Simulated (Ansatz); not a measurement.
## Geometry relaxation, with input and output: SiC (part 1 of 2)

SiC (F-43m, 2 atoms in the cell), computed with DFT PBE, scalar-relativistic, plane waves, PAW, no spin polarisation (Ansatz 0.2.0).

The structure derives from a Materials Project entry. Figures and captions count atoms from 1; the log counts them from 0 in places.

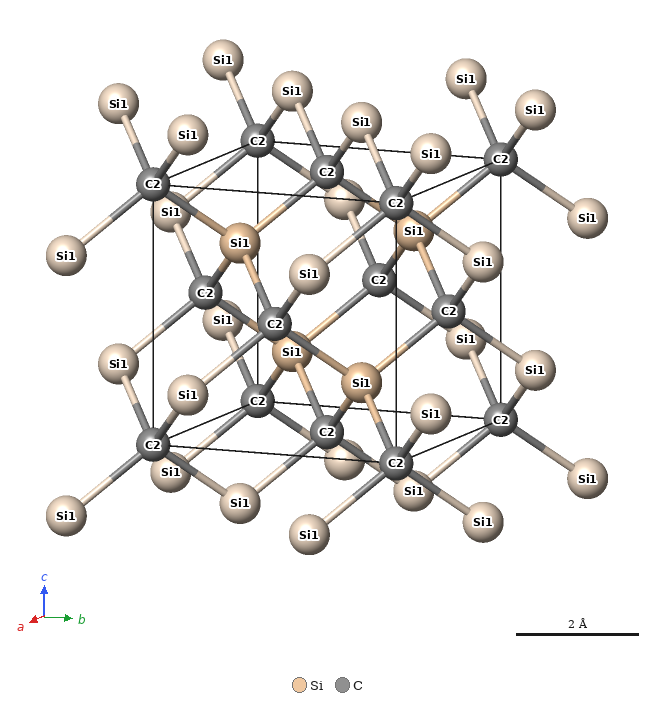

**Figure 1.** The input geometry (ball-and-stick view of the cell 4 times as large as that of the calculation, set on its symmetry axes, seen slightly off an axis; neighbours outside the cell are drawn fainter; atoms are numbered from 1 in the order of the input). Near neighbours in the crystal (not all of them lie inside the picture): Si has 4 C at 1.89 Å; C has 4 Si at 1.89 Å.

### Input file
```yaml
crystal:
  lattice:
    - [0.0, 2.17699662, 2.17699662]
    - [2.17699662, 0.0, 2.17699662]
    - [2.17699662, 2.17699662, 0.0]
  atoms:
    - { symbol: Si, position: [0.75, 0.75, 0.75] }
    - { symbol: C, position: [0.0, 0.0, 0.0] }
basis:
  ecutwfc: 420
kpoints:
  mp_grid: { grid: [10, 10, 10] }
hamiltonian:
  xc: pbe
scf:
  occupations: { method: gaussian, width: 0.02 }
output:
  forces: true
  stress: true
  eigenvalues: true
  write_density: true
  write_potential: true
  elf: true
  volumetric_format: npy
relax:
  adjacent_minimum: "off"
  f_tol: 0.005
  max_steps: 80
  cell: { stress_tol: 0.05 }
```

Hardware: 4 threads of AMD EPYC (Zen 3), 189 GiB of memory available, shared host.

Run as:
```bash
ansatz run input.yaml --threads 4 --pin off --max-ram 8192MiB --backend cpu --events-out ev --progress --plain --runs-dir out
```

### What the program printed
```
Engine: ansatz 0.2.0, x86_64-unknown-linux-gnu
Pseudopotentials: kind: paw
Pseudopotential: Si, paw, valence charge 4, recommended cutoff 420 eV (normal), Si.paw.azcp
Pseudopotential: C, paw, valence charge 4, recommended cutoff 420 eV (normal), C.paw.azcp
Functional definition: PBE
  parameter kappa = 0.804
  parameter beta = 0.06672455060314922
  exchange = pbe_x(kappa = kappa, mu = beta*pi^2/3)
  correlation = pbe_c(beta = beta)
Crystal: 2 atoms, lattice volume = 20.635 Å³
Basis set: ecut = 420 eV, 411 PW (Γ), exchange–correlation on 48×48×48 points (8 copies of the dense FFT grid, shifted against one another)
Bands: 8, of which v1, the nominal top of the filled ones, is band 4 counted from 1 (3 counted from 0)
Symmetry: 24 space group operations
Space group: F-43m (ITA 216), of the structure as read, at distance tolerance 2.7e-5 Å
k-points: 47 of 1000 (time reversal used)
Non-local potential: Si, projectors of the file, l = 0: 2, l = 1: 2, l = 2: 2
Non-local potential: C, projectors of the file, l = 0: 2, l = 1: 2, l = 2: 1
PAW form: soft (Blöchl's): semilocal exchange-correlation on the pseudo side does not see the compensation charge
PAW one-centre angular grid: Si, 110 points (default); XC on 64 Gauss nodes
PAW one-centre angular grid: C, 110 points (default); XC on 64 Gauss nodes
Initial density: superposition of atomic densities (neutral atoms: chi_scale 0, normalization atom), corrected by the library's trained network
Initial wavefunctions: pseudopotential atomic-orbital guess
Functional: x = pbe(κ = 0.804, μ = 0.2195149727645171), c = pbe(β = 0.06672455060314922)
SCF iter   1: F=—  HF=-887.155705 eV  |F-HF|=—  |Δ(HF+E_count)|=         —  Δρ=2.24e-3  dr2=1.05e-3  ethr=1.77e-3  ⟨swp⟩=6.1  Hψ=3153  notcnv=0
preconditioner: auto → none  [insulator: Δε(μ)=1.334 eV  Ē_g=14.065 eV  σ=0.020 eV  W_gap=1.00  n_scr=0 (ndim 8)  ℏωp=23.1 eV  f_vac=0.000  D(μ)=0.00/eV (n_scr^D=0)  ε∞_Penn≈3.7]
SCF iter   2: F=—  HF=-887.155696 eV  |F-HF|=—  |Δ(HF+E_count)|=   9.05e-6  Δρ=8.34e-4  dr2=8.91e-5  ethr=1.32e-5  ⟨swp⟩=2.4  Hψ=1068  notcnv=0
SCF iter   3: F=—  HF=-887.155707 eV  |F-HF|=—  |Δ(HF+E_count)|=   1.09e-5  Δρ=3.58e-4  dr2=6.41e-6  ethr=1.11e-6  ⟨swp⟩=2.6  Hψ=558  notcnv=0
SCF iter   4: F=—  HF=-887.155733 eV  |F-HF|=—  |Δ(HF+E_count)|=   2.62e-5  Δρ=4.16e-5  dr2=3.06e-7  ethr=8.01e-8  ⟨swp⟩=2.1  Hψ=550  notcnv=0
iter 5 did not close the SCF: its close was put off for the readings that it lacked (scf_convergence_deferred on its scf_iter line)
SCF iter   5: F=-887.155733 eV  HF=-887.155733 eV  |F-HF|=1.82e-9  |Δ(HF+E_count)|=   1.54e-7  Δρ=2.93e-6  dr2=7.34e-10  ethr=3.82e-9  ⟨swp⟩=2.2  Hψ=550  notcnv=0
SCF iter   6: F=-887.155733 eV  HF=-887.155733 eV  |F-HF|=3.16e-11  |Δ(HF+E_count)|=   2.37e-9  Δρ=3.23e-7  dr2=9.21e-12  ethr=9.17e-12  ⟨swp⟩=4.4  Hψ=1684  notcnv=0
SCF 1 converged in 6 iterations: F = -887.155733 eV  dr2 = 9.21e-12
  greatest PAW one-centre occupation: 0.645 electrons in one spin orbital (limit 2), on the C atom at site 1 (counted from 0), in its partial waves of l = 0
relax step   1: F+E_penalty+E_count = -887.15573332 eV  Δ(F+E_penalty+E_count) = +0.000e0 eV  max|allowed force component| = 4.071e-16 eV/Å  Δτ_max = 0.0000 Å  P = +3.896 GPa  Ω = 20.635 Å³  (6 SCF iters, accepted)
Crystal: 2 atoms, lattice volume = 20.826 Å³
Initial density: handed on by an earlier stage of this run
Initial wavefunctions: those handed on with the density
iter 1 solved again at ethr=1.75e-5 eV; its pass at ethr=3.10e-3 eV (dr2=1.40e-3 eV) is discarded
SCF iter   1: F=—  HF=-887.159204 eV  |F-HF|=—  |Δ(HF+E_count)|=         —  Δρ=2.31e-3  dr2=1.38e-3  ethr=1.75e-5  ⟨swp⟩=1.0  Hψ=3121  notcnv=0
preconditioner: auto → none  [insulator: Δε(μ)=1.337 eV  Ē_g=13.978 eV  σ=0.020 eV  W_gap=1.00  n_scr=0 (ndim 8)  ℏωp=23.0 eV  f_vac=0.000  D(μ)=0.00/eV (n_scr^D=0)  ε∞_Penn≈3.7]
SCF iter   2: F=—  HF=-887.158798 eV  |F-HF|=—  |Δ(HF+E_count)|=   4.06e-4  Δρ=5.88e-4  dr2=6.08e-5  ethr=1.72e-5  ⟨swp⟩=2.4  Hψ=724  notcnv=0
SCF iter   3: F=—  HF=-887.158781 eV  |F-HF|=—  |Δ(HF+E_count)|=   1.68e-5  Δρ=1.75e-4  dr2=5.72e-6  ethr=7.60e-7  ⟨swp⟩=2.5  Hψ=538  notcnv=0
SCF iter   4: F=-887.158781 eV  HF=-887.158781 eV  |F-HF|=4.67e-8  |Δ(HF+E_count)|=   3.36e-7  Δρ=2.21e-5  dr2=6.66e-8  ethr=2.50e-9  ⟨swp⟩=6.0  Hψ=2039  notcnv=0
SCF 2 converged in 4 iterations: F = -887.158781 eV  dr2 = 6.66e-8
  greatest PAW one-centre occupation: 0.644 electrons in one spin orbital (limit 2), on the C atom at site 1 (counted from 0), in its partial waves of l = 0
relax step   2: F+E_penalty+E_count = -887.15878111 eV  Δ(F+E_penalty+E_count) = -3.048e-3 eV  max|allowed force component| = 1.110e-16 eV/Å  Δτ_max = 0.0000 Å  P = +1.805 GPa  Ω = 20.826 Å³  energy of the carried Pulay correction = -3.399e-4 eV  (4 SCF iters, dr2 threshold 2.00e-7 eV, accepted)
Crystal: 2 atoms, lattice volume = 20.994 Å³
iter 1 solved again at ethr=1.33e-5 eV; its pass at ethr=3.10e-3 eV (dr2=1.06e-3 eV) is discarded
SCF iter   1: F=—  HF=-887.159762 eV  |F-HF|=—  |Δ(HF+E_count)|=         —  Δρ=2.00e-3  dr2=1.04e-3  ethr=1.33e-5  ⟨swp⟩=1.0  Hψ=3117  notcnv=0
preconditioner: auto → none  [insulator: Δε(μ)=1.348 eV  Ē_g=13.906 eV  σ=0.020 eV  W_gap=1.00  n_scr=0 (ndim 8)  ℏωp=22.9 eV  f_vac=0.000  D(μ)=0.00/eV (n_scr^D=0)  ε∞_Penn≈3.7]
SCF iter   2: F=—  HF=-887.159459 eV  |F-HF|=—  |Δ(HF+E_count)|=   3.03e-4  Δρ=5.22e-4  dr2=4.84e-5  ethr=1.31e-5  ⟨swp⟩=2.4  Hψ=722  notcnv=0
SCF iter   3: F=—  HF=-887.159447 eV  |F-HF|=—  |Δ(HF+E_count)|=   1.22e-5  Δρ=1.57e-4  dr2=4.64e-6  ethr=6.05e-7  ⟨swp⟩=2.5  Hψ=540  notcnv=0
SCF iter   4: F=-887.159447 eV  HF=-887.159447 eV  |F-HF|=4.25e-8  |Δ(HF+E_count)|=   9.88e-8  Δρ=2.03e-5  dr2=5.63e-8  ethr=2.50e-9  ⟨swp⟩=6.0  Hψ=2022  notcnv=0
SCF 3 converged in 4 iterations: F = -887.159447 eV  dr2 = 5.63e-8
  greatest PAW one-centre occupation: 0.643 electrons in one spin orbital (limit 2), on the C atom at site 1 (counted from 0), in its partial waves of l = 0
relax step   3: F+E_penalty+E_count = -887.15944680 eV  Δ(F+E_penalty+E_count) = -6.657e-4 eV  max|allowed force component| = 1.989e-16 eV/Å  Δτ_max = 0.0000 Å  P = +0.043 GPa  Ω = 20.994 Å³  energy of the carried Pulay correction = -6.361e-4 eV  (4 SCF iters, dr2 threshold 2.00e-7 eV, accepted)
Initial wavefunctions: pseudopotential atomic-orbital guess (no wavefunctions were taken with the density)
iter 1 solved again at ethr=1.05e-7 eV; its pass at ethr=3.10e-3 eV (dr2=8.43e-6 eV) is discarded
SCF iter   1: F=—  HF=-887.160101 eV  |F-HF|=—  |Δ(HF+E_count)|=         —  Δρ=7.57e-5  dr2=2.31e-7  ethr=1.05e-7  ⟨swp⟩=3.0  Hψ=4197  notcnv=0
preconditioner: auto → none  [insulator: Δε(μ)=1.373 eV  Ē_g=13.914 eV  σ=0.020 eV  W_gap=1.00  n_scr=0 (ndim 8)  ℏωp=22.9 eV  f_vac=0.000  D(μ)=0.00/eV (n_scr^D=0)  ε∞_Penn≈3.7]
SCF iter   2: F=—  HF=-887.160103 eV  |F-HF|=—  |Δ(HF+E_count)|=   1.73e-6  Δρ=3.67e-5  dr2=5.50e-8  ethr=2.89e-9  ⟨swp⟩=2.1  Hψ=566  notcnv=0
SCF iter   3: F=—  HF=-887.160103 eV  |F-HF|=—  |Δ(HF+E_count)|=   1.56e-7  Δρ=8.71e-6  dr2=9.83e-9  ethr=6.88e-10  ⟨swp⟩=2.5  Hψ=558  notcnv=0
SCF iter   4: F=—  HF=-887.160103 eV  |F-HF|=—  |Δ(HF+E_count)|=   1.70e-9  Δρ=9.21e-7  dr2=5.42e-11  ethr=1.23e-10  ⟨swp⟩=2.6  Hψ=551  notcnv=0
SCF iter   5: F=-887.160103 eV  HF=-887.160103 eV  |F-HF|=1.02e-12  |Δ(HF+E_count)|=  1.21e-10  Δρ=1.30e-7  dr2=2.58e-12  ethr=1.00e-12  ⟨swp⟩=5.1  Hψ=1325  notcnv=0
SCF 4 converged in 5 iterations: F = -887.160103 eV  dr2 = 2.58e-12
relax step   4: F+E_penalty+E_count = -887.16010294 eV  Δ(F+E_penalty+E_count) = -6.561e-4 eV  max|allowed force component| = 1.758e-16 eV/Å  Δτ_max = 0.0000 Å  P = +0.097 GPa  Ω = 20.994 Å³  stress off target by 9.72e-2 GPa  SCF on the basis re-selected at this cell (its energy is not comparable with the rows above)  (5 SCF iters)
basis re-selected at this cell: Δ(F+E_penalty+E_count) = -6.561e-4 eV, ΔP = +0.055 GPa vs the last step (what re-selecting the basis moved, of the pressure what is left beyond the Pulay correction that the steps carried, after the strain that the cell walked since its last selection, with what the two solves' SCF thresholds leave and, on support functions, any second-order correction that the steps lacked; it is no measure of the basis error at this ecutwfc). This SCF's stress stands 9.72e-2 GPa from its target on what of the cell is left free (relax.cell.stress_tol is 5.00e-2 GPa) and its largest allowed force component is 1.76e-16 eV/Å (relax.f_tol is 5.00e-3 eV/Å): not within both, so this SCF does not close the relaxation
Crystal: 2 atoms, lattice volume = 21.003 Å³
iter 1 solved again at ethr=4.01e-8 eV; its pass at ethr=3.10e-3 eV (dr2=3.21e-6 eV) is discarded
SCF iter   1: F=—  HF=-887.160088 eV  |F-HF|=—  |Δ(HF+E_count)|=         —  Δρ=1.10e-4  dr2=3.15e-6  ethr=4.01e-8  ⟨swp⟩=1.0  Hψ=3118  notcnv=0
preconditioner: auto → none  [insulator: Δε(μ)=1.371 eV  Ē_g=13.909 eV  σ=0.020 eV  W_gap=1.00  n_scr=0 (ndim 8)  ℏωp=22.9 eV  f_vac=0.000  D(μ)=0.00/eV (n_scr^D=0)  ε∞_Penn≈3.7]
SCF iter   2: F=—  HF=-887.160089 eV  |F-HF|=—  |Δ(HF+E_count)|=   7.74e-7  Δρ=2.90e-5  dr2=1.52e-7  ethr=3.94e-8  ⟨swp⟩=2.4  Hψ=544  notcnv=0
SCF iter   3: F=-887.160089 eV  HF=-887.160089 eV  |F-HF|=2.01e-9  |Δ(HF+E_count)|=   4.48e-8  Δρ=8.52e-6  dr2=1.38e-8  ethr=2.95e-10  ⟨swp⟩=7.4  Hψ=1742  notcnv=0
SCF 5 converged in 3 iterations: F = -887.160089 eV  dr2 = 1.38e-8
relax step   5: F+E_penalty+E_count = -887.16008915 eV  Δ(F+E_penalty+E_count) = +1.379e-5 eV  max|allowed force component| = 1.318e-16 eV/Å  Δτ_max = 0.0000 Å  P = +0.002 GPa  Ω = 21.003 Å³  energy of the carried Pulay correction = -1.668e-5 eV  (3 SCF iters, dr2 threshold 2.36e-8 eV, accepted)
iter 1 solved again at ethr=1.10e-7 eV; its pass at ethr=3.10e-3 eV (dr2=8.80e-6 eV) is discarded
SCF iter   1: F=—  HF=-887.160149 eV  |F-HF|=—  |Δ(HF+E_count)|=         —  Δρ=1.10e-5  dr2=1.45e-8  ethr=1.10e-7  ⟨swp⟩=3.0  Hψ=4195  notcnv=0
preconditioner: auto → none  [insulator: Δε(μ)=1.373 eV  Ē_g=13.910 eV  σ=0.020 eV  W_gap=1.00  n_scr=0 (ndim 8)  ℏωp=22.9 eV  f_vac=0.000  D(μ)=0.00/eV (n_scr^D=0)  ε∞_Penn≈3.7]
SCF iter   2: F=—  HF=-887.160152 eV  |F-HF|=—  |Δ(HF+E_count)|=   2.89e-6  Δρ=5.58e-6  dr2=3.49e-9  ethr=1.81e-10  ⟨swp⟩=2.6  Hψ=568  notcnv=0
SCF iter   3: F=—  HF=-887.160152 eV  |F-HF|=—  |Δ(HF+E_count)|=   1.23e-9  Δρ=1.01e-6  dr2=2.05e-10  ethr=4.36e-11  ⟨swp⟩=2.5  Hψ=578  notcnv=0
SCF iter   4: F=—  HF=-887.160152 eV  |F-HF|=—  |Δ(HF+E_count)|=  6.03e-11  Δρ=4.28e-7  dr2=2.76e-11  ethr=2.56e-12  ⟨swp⟩=2.0  Hψ=520  notcnv=0
SCF iter   5: F=-887.160152 eV  HF=-887.160152 eV  |F-HF|=2.27e-13  |Δ(HF+E_count)|=  1.36e-12  Δρ=1.13e-7  dr2=1.77e-12  ethr=1.00e-12  ⟨swp⟩=5.0  Hψ=1316  notcnv=0
SCF 6 converged in 5 iterations: F = -887.160152 eV  dr2 = 1.77e-12
relax step   6: F+E_penalty+E_count = -887.16015223 eV  Δ(F+E_penalty+E_count) = -6.308e-5 eV  max|allowed force component| = 1.110e-16 eV/Å  Δτ_max = 0.0000 Å  P = +0.004 GPa  Ω = 21.003 Å³  stress off target by 3.58e-3 GPa  SCF on the basis re-selected at this cell (its energy is not comparable with the rows above)  (5 SCF iters)
```

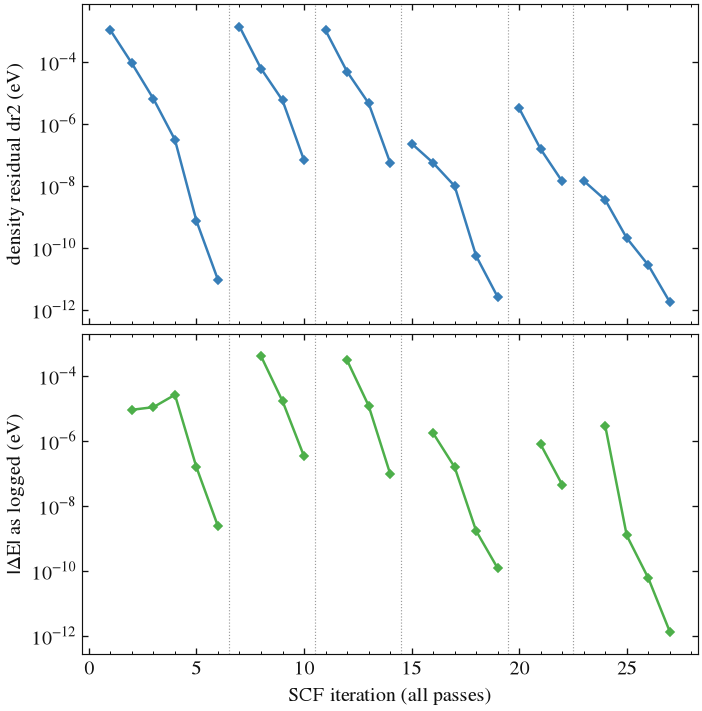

**Figure 2.** Convergence of the self-consistent field: density residual dr2 and size of the energy change against the SCF iteration. The dotted lines part the SCF passes of the relaxation: geometry steps, rejected trials and re-solves on a re-selected basis. The 6 passes take 3 to 6 iterations each, 27 in all.
